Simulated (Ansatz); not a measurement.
# Geometry relaxation of PtTe$_{2}$ (part 1 of 3)

The run: geometry relaxation of PtTe$_{2}$ (slab, 12 atoms in the cell). Method and program: DFT PBE, scalar-relativistic, plane waves, PAW, no spin polarisation (Ansatz 0.2.0).

The structure derives from an entry of the Crystallography Open Database. Figures and captions count atoms from 1; the log counts them from 0 in places.

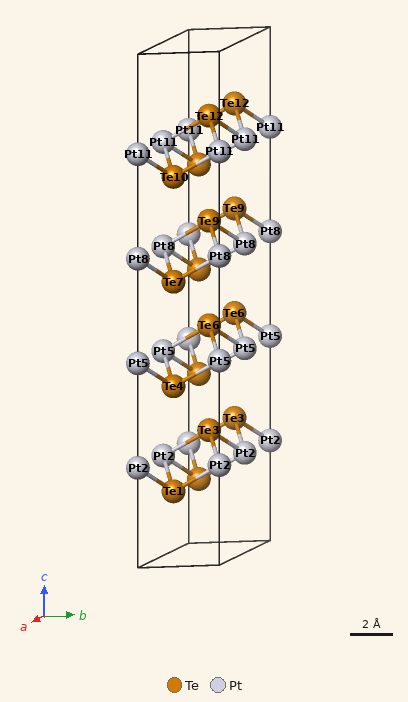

The input geometry (ball-and-stick view of the 2 × 1 repeat of the cell, with the vacuum cut short, seen slightly off an axis; atoms are numbered from 1 in the order of the input). An atom can appear more than once, as a periodic image.

The input
```yaml
crystal:
  lattice:
    - [4.0336594709, 0.0, 0.0]
    - [-2.0168297355, 3.493251572, 0.0]
    - [0.0, 0.0, 62.006987826]
  atoms:
    - { symbol: Te, position: [0.6666666667, 0.3333333333, 0.3537635891] }
    - { symbol: Pt, position: [0.0, 0.0, 0.376247373] }
    - { symbol: Te, position: [0.3333333333, 0.6666666667, 0.3980284601] }
    - { symbol: Te, position: [0.6666666667, 0.3333333333, 0.4366583776] }
    - { symbol: Pt, position: [0.0, 0.0, 0.4586945921] }
    - { symbol: Te, position: [0.3333333333, 0.6666666667, 0.480828745] }
    - { symbol: Te, position: [0.6666666667, 0.3333333333, 0.519171255] }
    - { symbol: Pt, position: [0.0, 0.0, 0.5413054079] }
    - { symbol: Te, position: [0.3333333333, 0.6666666667, 0.5633416224] }
    - { symbol: Te, position: [0.6666666667, 0.3333333333, 0.6019715399] }
    - { symbol: Pt, position: [0.0, 0.0, 0.623752627] }
    - { symbol: Te, position: [0.3333333333, 0.6666666667, 0.6462364109] }
  periodic: [true, true, false]
basis:
  ecutwfc: 420
kpoints:
  mp_grid: { grid: [12, 12, 1] }
hamiltonian:
  xc: pbe
scf:
  occupations: { method: gaussian, width: 0.1 }
output:
  forces: true
  stress: true
  eigenvalues: true
  write_density: true
  write_potential: true
  elf: true
  volumetric_format: npy
relax:
  adjacent_minimum: "off"
  f_tol: 0.005
  max_steps: 50
  cell: { stress_2d_tol: 0.02 }
```

Run on 8 threads of Arm Neoverse V1, 24 GiB of memory available, shared host.

Command:
```bash
ansatz run input.yaml --threads 8 --pin off --max-ram 22528MiB --backend cpu --events-out ev --progress --plain --runs-dir out
```

The program's output
```
Engine: ansatz 0.2.0, aarch64-unknown-linux-gnu
Pseudopotentials: kind: paw
Pseudopotential: Te, paw, valence charge 16, recommended cutoff 420 eV (normal), Te.paw.azcp
Pseudopotential: Pt, paw, valence charge 18, recommended cutoff 420 eV (normal), Pt.paw.azcp
Functional definition: PBE
  parameter kappa = 0.804
  parameter beta = 0.06672455060314922
  exchange = pbe_x(kappa = kappa, mu = beta*pi^2/3)
  correlation = pbe_c(beta = beta)
Crystal: 12 atoms, lattice volume = 873.715 Å³
Basis set: ecut = 420 eV, 17139 PW (Γ), exchange–correlation on 54×54×864 points (8 copies of the dense FFT grid, shifted against one another)
Bands: 120, of which v1, the nominal top of the filled ones, is band 100 counted from 1 (99 counted from 0)
Symmetry: 12 space group operations
Space group: P-3m1 (ITA 164), of the structure as read, at distance tolerance 9.6e-5 Å
k-points: 19 of 144
Non-local potential: Te, projectors of the file, l = 0: 2, l = 1: 2, l = 2: 2, l = 3: 2
Non-local potential: Pt, projectors of the file, l = 0: 3, l = 1: 2, l = 2: 2, l = 3: 1
PAW form: soft (Blöchl's): semilocal exchange-correlation on the pseudo side does not see the compensation charge
PAW one-centre angular grid: Te, 590 points (default); XC on 64 Gauss nodes
PAW one-centre angular grid: Pt, 590 points (default); XC on 64 Gauss nodes
Initial density: superposition of atomic densities (neutral atoms: chi_scale 0, normalization atom), corrected by the library's trained network
Initial wavefunctions: pseudopotential atomic-orbital guess
Functional: x = pbe(κ = 0.804, μ = 0.2195149727645171), c = pbe(β = 0.06672455060314922)
SCF iter   1: F=—  HF=-105936.114118 eV  |F-HF|=—  |Δ(HF+E_count)|=         —  Δρ=2.02e-3  dr2=4.79e-2  ethr=1.77e-3  ⟨swp⟩=13.8  Hψ=14089  notcnv=0  defer=80
preconditioner: auto → LDOS  [metal: Δε(μ)=0.054 eV  Ē_g=8.725 eV  σ=0.100 eV  W_gap=0.28  n_scr=180 (ndim 8)  ℏωp=11.8 eV  f_vac=0.652  D(μ)=5.44/eV (n_scr^D=20)  β→1.0]
SCF iter   2: F=—  HF=-105936.103437 eV  |F-HF|=—  |Δ(HF+E_count)|=   1.07e-2  Δρ=1.01e-3  dr2=1.72e-2  ethr=2.40e-5  ⟨swp⟩=3.9  Hψ=5830  notcnv=0  defer=173
SCF iter   3: F=—  HF=-105936.099810 eV  |F-HF|=—  |Δ(HF+E_count)|=   3.63e-3  Δρ=3.46e-4  dr2=1.80e-3  ethr=8.58e-6  ⟨swp⟩=2.9  Hψ=4040  notcnv=0  defer=173
SCF iter   4: F=—  HF=-105936.099449 eV  |F-HF|=—  |Δ(HF+E_count)|=   3.61e-4  Δρ=7.99e-5  dr2=7.22e-5  ethr=9.01e-7  ⟨swp⟩=3.4  Hψ=4468  notcnv=0  defer=173
SCF iter   5: F=—  HF=-105936.099981 eV  |F-HF|=—  |Δ(HF+E_count)|=   5.31e-4  Δρ=2.37e-5  dr2=7.90e-6  ethr=3.61e-8  ⟨swp⟩=3.8  Hψ=4704  notcnv=0  defer=173
SCF iter   6: F=—  HF=-105936.099988 eV  |F-HF|=—  |Δ(HF+E_count)|=   6.96e-6  Δρ=7.56e-6  dr2=1.54e-6  ethr=3.95e-9  ⟨swp⟩=3.1  Hψ=4382  notcnv=0  defer=171
SCF iter   7: F=—  HF=-105936.099990 eV  |F-HF|=—  |Δ(HF+E_count)|=   1.94e-6  Δρ=1.97e-6  dr2=1.69e-7  ethr=7.68e-10  ⟨swp⟩=2.3  Hψ=3841  notcnv=0  defer=171
iter 8 did not close the SCF: its close was put off until two iterations running show no level that it waits for move by more than its bar (scf_convergence_deferred on its scf_iter line)
SCF iter   8: F=-105936.099990 eV  HF=-105936.099990 eV  |F-HF|=1.59e-8  |Δ(HF+E_count)|=   4.56e-7  Δρ=7.35e-7  dr2=3.54e-8  ethr=5.00e-11  ⟨swp⟩=30.9  Hψ=24766  notcnv=0
iter 9 did not close the SCF: its close was put off until two iterations running show no level that it waits for move by more than its bar (scf_convergence_deferred on its scf_iter line)
SCF iter   9: F=-105936.099990 eV  HF=-105936.099990 eV  |F-HF|=1.86e-8  |Δ(HF+E_count)|=   2.68e-8  Δρ=2.51e-7  dr2=1.04e-9  ethr=1.77e-11  ⟨swp⟩=12.7  Hψ=16123  notcnv=0
SCF iter  10: F=-105936.099990 eV  HF=-105936.099990 eV  |F-HF|=6.23e-9  |Δ(HF+E_count)|=   1.50e-8  Δρ=8.89e-8  dr2=1.70e-10  ethr=1.00e-12  ⟨swp⟩=10.9  Hψ=14842  notcnv=0
SCF 1 converged in 10 iterations: F = -105936.099990 eV  dr2 = 1.70e-10
  greatest PAW one-centre occupation: 1.000 electrons in one spin orbital (limit 2), on the Pt atom at site 10 (counted from 0), in its partial waves of l = 0
relax step   1: F+E_penalty+E_count = -105936.09999027 eV  Δ(F+E_penalty+E_count) = +0.000e0 eV  max|allowed force component| = 1.377e-1 eV/Å  Δτ_max = 0.0000 Å  P = +7.006 N/m  Ω = 873.715 Å³  fix = [c, alpha, beta]  reactions: c +0.000 N/m  (10 SCF iters, dr2 threshold 1.00e-7 eV, accepted)
Crystal: 12 atoms, lattice volume = 924.071 Å³
Basis set: ecut = 420 eV, 17793 PW (Γ), exchange–correlation on 54×54×864 points (8 copies of the dense FFT grid, shifted against one another)
Initial density: handed on by an earlier stage of this run
Initial wavefunctions: those handed on with the density
iter 1 solved again at ethr=1.00e-4 eV; its pass at ethr=3.10e-3 eV (dr2=2.01e-1 eV) is discarded
SCF iter   1: F=—  HF=-105936.166968 eV  |F-HF|=—  |Δ(HF+E_count)|=         —  Δρ=8.21e-3  dr2=2.04e-1  ethr=1.00e-4  ⟨swp⟩=3.8  Hψ=13614  notcnv=0
preconditioner: auto → LDOS  [metal: Δε(μ)=0.028 eV  Ē_g=8.462 eV  σ=0.100 eV  W_gap=0.15  n_scr=178 (ndim 8)  ℏωp=11.5 eV  f_vac=0.649  D(μ)=5.69/eV (n_scr^D=20)  β→1.0]
SCF iter   2: F=—  HF=-105936.179693 eV  |F-HF|=—  |Δ(HF+E_count)|=   1.27e-2  Δρ=1.98e-3  dr2=8.71e-2  ethr=1.00e-4  ⟨swp⟩=3.2  Hψ=5209  notcnv=0
SCF iter   3: F=—  HF=-105936.162391 eV  |F-HF|=—  |Δ(HF+E_count)|=   1.73e-2  Δρ=8.50e-4  dr2=2.14e-2  ethr=4.35e-5  ⟨swp⟩=2.9  Hψ=5031  notcnv=0  defer=3
SCF iter   4: F=—  HF=-105936.159196 eV  |F-HF|=—  |Δ(HF+E_count)|=   3.19e-3  Δρ=2.51e-4  dr2=1.60e-3  ethr=1.07e-5  ⟨swp⟩=2.9  Hψ=3605  notcnv=0  defer=3
SCF iter   5: F=—  HF=-105936.158887 eV  |F-HF|=—  |Δ(HF+E_count)|=   3.10e-4  Δρ=8.84e-5  dr2=2.49e-4  ethr=7.99e-7  ⟨swp⟩=2.9  Hψ=4326  notcnv=0  defer=3
SCF iter   6: F=—  HF=-105936.159389 eV  |F-HF|=—  |Δ(HF+E_count)|=   5.02e-4  Δρ=1.63e-5  dr2=7.92e-6  ethr=1.25e-7  ⟨swp⟩=3.0  Hψ=4677  notcnv=0  defer=3
iter 7 did not close the SCF: its close was put off until two iterations running show no level that it waits for move by more than its bar (scf_convergence_deferred on its scf_iter line)
SCF iter   7: F=-105936.159392 eV  HF=-105936.159393 eV  |F-HF|=1.42e-7  |Δ(HF+E_count)|=   4.07e-6  Δρ=5.68e-6  dr2=1.04e-6  ethr=6.00e-10  ⟨swp⟩=26.1  Hψ=27374  notcnv=0
iter 8 did not close the SCF: its close was put off until two iterations running show no level that it waits for move by more than its bar (scf_convergence_deferred on its scf_iter line)
SCF iter   8: F=-105936.159393 eV  HF=-105936.159393 eV  |F-HF|=1.02e-7  |Δ(HF+E_count)|=   5.43e-7  Δρ=1.86e-6  dr2=9.09e-8  ethr=5.18e-10  ⟨swp⟩=14.7  Hψ=19919  notcnv=0
SCF iter   9: F=-105936.159393 eV  HF=-105936.159393 eV  |F-HF|=1.52e-8  |Δ(HF+E_count)|=   1.49e-7  Δρ=8.63e-7  dr2=1.44e-8  ethr=4.54e-11  ⟨swp⟩=13.0  Hψ=18147  notcnv=0
SCF 2 converged in 9 iterations: F = -105936.159393 eV  dr2 = 1.44e-8
[... from here on the iterations of each SCF are left out, up to the last one ...]
relax step   2: F+E_penalty+E_count = -105936.15939333 eV  Δ(F+E_penalty+E_count) = -5.940e-2 eV  max|allowed force component| = 2.256e-1 eV/Å  Δτ_max = 0.1950 Å  P = -4.320 N/m  Ω = 924.071 Å³  energy of the carried Pulay correction = -4.372e-3 eV  fix = [c, alpha, beta]  reactions: c -0.000 N/m  (9 SCF iters, dr2 threshold 1.20e-6 eV, accepted)
Crystal: 12 atoms, lattice volume = 892.855 Å³
Basis set: ecut = 420 eV, 17415 PW (Γ), exchange–correlation on 54×54×864 points (8 copies of the dense FFT grid, shifted against one another)
preconditioner: auto → LDOS  [metal: Δε(μ)=0.038 eV  Ē_g=8.459 eV  σ=0.100 eV  W_gap=0.21  n_scr=178 (ndim 8)  ℏωp=11.7 eV  f_vac=0.642  D(μ)=5.72/eV (n_scr^D=20)  β→1.0]
SCF 3 converged in 9 iterations: F = -105936.224231 eV  dr2 = 1.90e-8
relax step   3: F+E_penalty+E_count = -105936.22423135 eV  Δ(F+E_penalty+E_count) = -6.484e-2 eV  max|allowed force component| = 3.933e-1 eV/Å  Δτ_max = 0.2000 Å  P = -1.896 N/m  Ω = 892.855 Å³  energy of the carried Pulay correction = -1.691e-3 eV  fix = [c, alpha, beta]  reactions: c -0.000 N/m  (9 SCF iters, dr2 threshold 1.20e-6 eV, accepted)
Crystal: 12 atoms, lattice volume = 890.479 Å³
Basis set: ecut = 420 eV, 17343 PW (Γ), exchange–correlation on 54×54×864 points (8 copies of the dense FFT grid, shifted against one another)
preconditioner: auto → LDOS  [metal: Δε(μ)=0.039 eV  Ē_g=8.528 eV  σ=0.100 eV  W_gap=0.21  n_scr=178 (ndim 8)  ℏωp=11.7 eV  f_vac=0.641  D(μ)=5.59/eV (n_scr^D=20)  β→1.0]
SCF 4 converged in 9 iterations: F = -105936.272198 eV  dr2 = 3.27e-10
relax step   4: F+E_penalty+E_count = -105936.27219849 eV  Δ(F+E_penalty+E_count) = -4.797e-2 eV  max|allowed force component| = 7.167e-2 eV/Å  Δτ_max = 0.0654 Å  P = +0.423 N/m  Ω = 890.479 Å³  energy of the carried Pulay correction = -1.483e-3 eV  fix = [c, alpha, beta]  reactions: c +0.000 N/m  (9 SCF iters, dr2 threshold 1.20e-6 eV, accepted)
Crystal: 12 atoms, lattice volume = 891.324 Å³
Basis set: ecut = 420 eV, 17367 PW (Γ), exchange–correlation on 54×54×864 points (8 copies of the dense FFT grid, shifted against one another)
preconditioner: auto → LDOS  [metal: Δε(μ)=0.006 eV  Ē_g=8.520 eV  σ=0.100 eV  W_gap=0.03  n_scr=178 (ndim 8)  ℏωp=11.7 eV  f_vac=0.640  D(μ)=5.67/eV (n_scr^D=20)  β→1.0]
SCF 5 converged in 7 iterations: F = -105936.275012 eV  dr2 = 1.73e-7
relax step   5: F+E_penalty+E_count = -105936.27501170 eV  Δ(F+E_penalty+E_count) = -2.813e-3 eV  max|allowed force component| = 3.783e-2 eV/Å  Δτ_max = 0.0511 Å  P = -0.007 N/m  Ω = 891.324 Å³  energy of the carried Pulay correction = -1.557e-3 eV  fix = [c, alpha, beta]  reactions: c -0.000 N/m  (7 SCF iters, dr2 threshold 3.21e-7 eV, accepted)
Crystal: 12 atoms, lattice volume = 891.099 Å³
preconditioner: auto → LDOS  [metal: Δε(μ)=0.011 eV  Ē_g=8.518 eV  σ=0.100 eV  W_gap=0.06  n_scr=178 (ndim 8)  ℏωp=11.7 eV  f_vac=0.639  D(μ)=5.62/eV (n_scr^D=20)  β→1.0]
SCF 6 converged in 7 iterations: F = -105936.276031 eV  dr2 = 5.75e-8
relax step   6: F+E_penalty+E_count = -105936.27603117 eV  Δ(F+E_penalty+E_count) = -1.019e-3 eV  max|allowed force component| = 5.575e-3 eV/Å  Δτ_max = 0.0266 Å  P = -0.017 N/m  Ω = 891.099 Å³  energy of the carried Pulay correction = -1.537e-3 eV  fix = [c, alpha, beta]  reactions: c -0.000 N/m  (7 SCF iters, dr2 threshold 8.94e-8 eV, accepted)
Crystal: 12 atoms, lattice volume = 889.810 Å³
preconditioner: auto → LDOS  [metal: Δε(μ)=0.017 eV  Ē_g=8.515 eV  σ=0.100 eV  W_gap=0.09  n_scr=178 (ndim 8)  ℏωp=11.7 eV  f_vac=0.637  D(μ)=5.61/eV (n_scr^D=20)  β→1.0]
SCF 7 converged in 12 iterations: F = -105936.276240 eV  dr2 = 2.80e-13
relax step   7: F+E_penalty+E_count = -105936.27623995 eV  Δ(F+E_penalty+E_count) = -2.088e-4 eV  max|allowed force component| = 1.141e-2 eV/Å  Δτ_max = 0.0434 Å  P = +0.080 N/m  Ω = 889.810 Å³  energy of the carried Pulay correction = -1.425e-3 eV  fix = [c, alpha, beta]  reactions: c +0.000 N/m  (12 SCF iters, accepted)
Crystal: 12 atoms, lattice volume = 889.816 Å³
preconditioner: auto → LDOS  [metal: Δε(μ)=0.005 eV  Ē_g=8.515 eV  σ=0.100 eV  W_gap=0.03  n_scr=178 (ndim 8)  ℏωp=11.7 eV  f_vac=0.637  D(μ)=5.56/eV (n_scr^D=20)  β→1.0]
SCF 8 converged in 9 iterations: F = -105936.276270 eV  dr2 = 1.84e-10
relax step   8: F+E_penalty+E_count = -105936.27627013 eV  Δ(F+E_penalty+E_count) = -3.018e-5 eV  max|allowed force component| = 9.056e-3 eV/Å  Δτ_max = 0.0240 Å  P = +0.032 N/m  Ω = 889.816 Å³  energy of the carried Pulay correction = -1.425e-3 eV  fix = [c, alpha, beta]  reactions: c +0.000 N/m  (9 SCF iters, dr2 threshold 8.14e-9 eV, accepted)
Crystal: 12 atoms, lattice volume = 890.004 Å³
preconditioner: auto → LDOS  [metal: Δε(μ)=0.010 eV  Ē_g=8.515 eV  σ=0.100 eV  W_gap=0.06  n_scr=178 (ndim 8)  ℏωp=11.7 eV  f_vac=0.637  D(μ)=5.60/eV (n_scr^D=20)  β→1.0]
SCF 9 converged in 8 iterations: F = -105936.276432 eV  dr2 = 1.05e-9
relax step   9: F+E_penalty+E_count = -105936.27643162 eV  Δ(F+E_penalty+E_count) = -1.615e-4 eV  max|allowed force component| = 1.010e-3 eV/Å  Δτ_max = 0.0100 Å  P = +0.007 N/m  Ω = 890.004 Å³  energy of the carried Pulay correction = -1.442e-3 eV  fix = [c, alpha, beta]  reactions: c +0.000 N/m  (8 SCF iters, dr2 threshold 5.13e-9 eV, accepted)
Crystal: 12 atoms, lattice volume = 890.430 Å³
preconditioner: auto → LDOS  [metal: Δε(μ)=0.012 eV  Ē_g=8.515 eV  σ=0.100 eV  W_gap=0.07  n_scr=178 (ndim 8)  ℏωp=11.7 eV  f_vac=0.638  D(μ)=5.62/eV (n_scr^D=20)  β→1.0]
SCF 10 converged in 11 iterations: F = -105936.276421 eV  dr2 = 3.48e-13
relax step  10: F+E_penalty+E_count = -105936.27642115 eV  Δ(F+E_penalty+E_count) = +1.047e-5 eV  max|allowed force component| = 1.463e-3 eV/Å  Δτ_max = 0.0123 Å  P = -0.021 N/m  Ω = 890.430 Å³  energy of the carried Pulay correction = -1.479e-3 eV  fix = [c, alpha, beta]  reactions: c -0.000 N/m  (11 SCF iters, accepted)
Crystal: 12 atoms, lattice volume = 890.147 Å³
preconditioner: auto → LDOS  [metal: Δε(μ)=0.012 eV  Ē_g=8.516 eV  σ=0.100 eV  W_gap=0.07  n_scr=178 (ndim 8)  ℏωp=11.7 eV  f_vac=0.638  D(μ)=5.61/eV (n_scr^D=20)  β→1.0]
SCF 11 converged in 10 iterations: F = -105936.276447 eV  dr2 = 5.82e-14
relax step  11: F+E_penalty+E_count = -105936.27644662 eV  Δ(F+E_penalty+E_count) = -2.547e-5 eV  max|allowed force component| = 2.250e-3 eV/Å  Δτ_max = 0.0021 Å  P = +0.012 N/m  Ω = 890.147 Å³  energy of the carried Pulay correction = -1.454e-3 eV  fix = [c, alpha, beta]  reactions: c +0.000 N/m  (10 SCF iters, accepted)
Basis set: ecut = 420 eV, 17343 PW (Γ), exchange–correlation on 60×60×864 points (8 copies of the dense FFT grid, shifted against one another)
Initial wavefunctions: pseudopotential atomic-orbital guess (no wavefunctions were taken with the density)
iter 1 solved again at ethr=2.21e-7 eV; its pass at ethr=3.10e-3 eV (dr2=4.42e-4 eV) is discarded
SCF iter   1: F=—  HF=-105936.271179 eV  |F-HF|=—  |Δ(HF+E_count)|=         —  Δρ=1.16e-4  dr2=3.34e-6  ethr=2.21e-7  ⟨swp⟩=6.3  Hψ=23265  notcnv=0
preconditioner: auto → LDOS  [metal: Δε(μ)=0.012 eV  Ē_g=8.498 eV  σ=0.100 eV  W_gap=0.07  n_scr=178 (ndim 8)  ℏωp=11.7 eV  f_vac=0.638  D(μ)=5.61/eV (n_scr^D=20)  β→1.0]
SCF iter   2: F=—  HF=-105936.277834 eV  |F-HF|=—  |Δ(HF+E_count)|=   6.65e-3  Δρ=4.90e-6  dr2=6.05e-7  ethr=1.67e-9  ⟨swp⟩=4.5  Hψ=6560  notcnv=0  defer=3
SCF iter   3: F=—  HF=-105936.277817 eV  |F-HF|=—  |Δ(HF+E_count)|=   1.62e-5  Δρ=1.94e-6  dr2=3.98e-8  ethr=3.03e-10  ⟨swp⟩=2.9  Hψ=4526  notcnv=0  defer=6
SCF iter   4: F=—  HF=-105936.277826 eV  |F-HF|=—  |Δ(HF+E_count)|=   8.69e-6  Δρ=7.87e-7  dr2=1.09e-8  ethr=1.99e-11  ⟨swp⟩=3.3  Hψ=4701  notcnv=0  defer=6
SCF iter   5: F=—  HF=-105936.277826 eV  |F-HF|=—  |Δ(HF+E_count)|=   8.24e-8  Δρ=2.72e-7  dr2=6.49e-10  ethr=5.44e-12  ⟨swp⟩=2.9  Hψ=4277  notcnv=0  defer=6
SCF iter   6: F=—  HF=-105936.277826 eV  |F-HF|=—  |Δ(HF+E_count)|=   3.82e-8  Δρ=5.56e-8  dr2=2.30e-11  ethr=1.00e-12  ⟨swp⟩=2.5  Hψ=3903  notcnv=0  defer=6
SCF iter   7: F=-105936.277826 eV  HF=-105936.277826 eV  |F-HF|=2.10e-9  |Δ(HF+E_count)|=   5.01e-9  Δρ=1.56e-8  dr2=1.82e-12  ethr=1.00e-12  ⟨swp⟩=22.1  Hψ=17356  notcnv=0
SCF 12 converged in 7 iterations: F = -105936.277826 eV  dr2 = 1.82e-12
relax step  12: F+E_penalty+E_count = -105936.27782615 eV  Δ(F+E_penalty+E_count) = -1.380e-3 eV  max|allowed force component| = 2.294e-3 eV/Å  Δτ_max = 0.0000 Å  P = +0.004 N/m  Ω = 890.147 Å³  fix = [c, alpha, beta]  reactions: c +0.000 N/m  stress off target by 3.60e-3 N/m on what of the cell is left free  SCF on the basis re-selected at this cell (its energy is not comparable with the rows above)  (7 SCF iters)
```

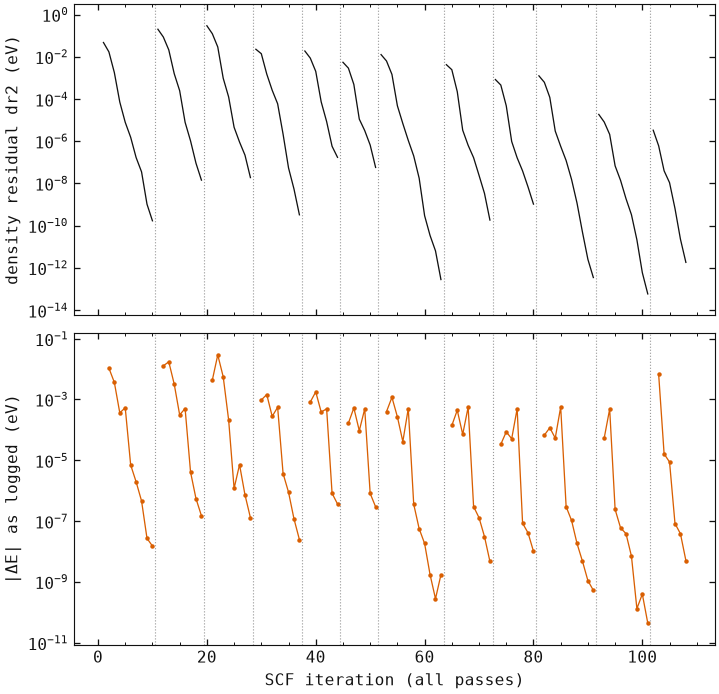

Convergence of the self-consistent field: density residual dr2 and size of the energy change against the SCF iteration. The dotted lines part the SCF passes of the relaxation: geometry steps, rejected trials and re-solves on a re-selected basis. The 12 passes take 7 to 12 iterations each, 108 in all.
